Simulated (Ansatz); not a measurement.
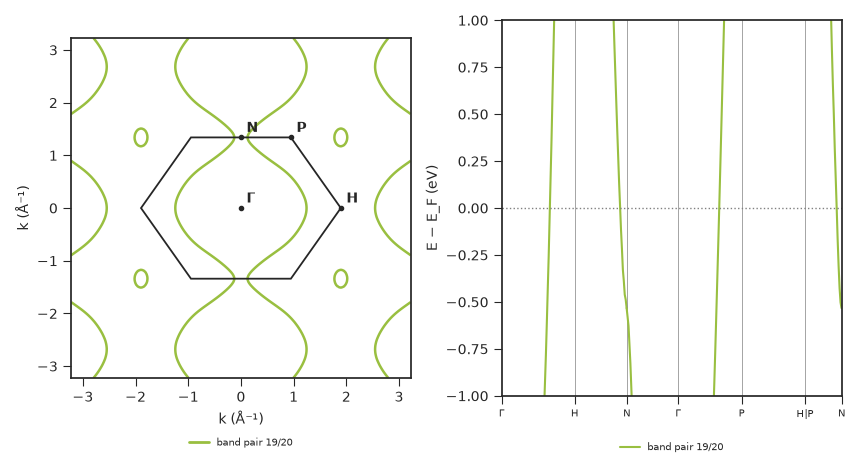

Au (Im-3m): cut through the Fermi surface in the plane through Γ, H and P, and the bands that cross the Fermi level.

These are results of Ansatz, DFT PBE, spin-orbit coupling, plane waves, PAW; levels and slopes on a dense k mesh at the converged density, not measurements. Non-magnetic. With an inversion centre and no moment every band is doubly degenerate; a pair is shown and named once. k mesh for the levels: 28×28×28. Cell and positions as given, without relaxation (residual pressure −3 GPa). The cell comes from a database of computed structures, not from a measurement.

**For each band, read its level at the labelled points (eV from the Fermi level).**

```tsv
band	Γ	H	P	N
band pair 19/20	below	above	above	−0.53
```

Negative values are filled states; "above" and "below" lie outside the plotted window.

**What are the full three-dimensional sheets?**

Band pair 19/20: a multiply connected open sheet, with filled and empty regions both running through the repeated zones in all directions (the band is filled at Γ and N and empty at H and P); mean Fermi speed 13 × 10⁵ m/s.

Necks and pockets thinner than about two mesh steps aren't resolved, so separate pockets may in truth be joined.
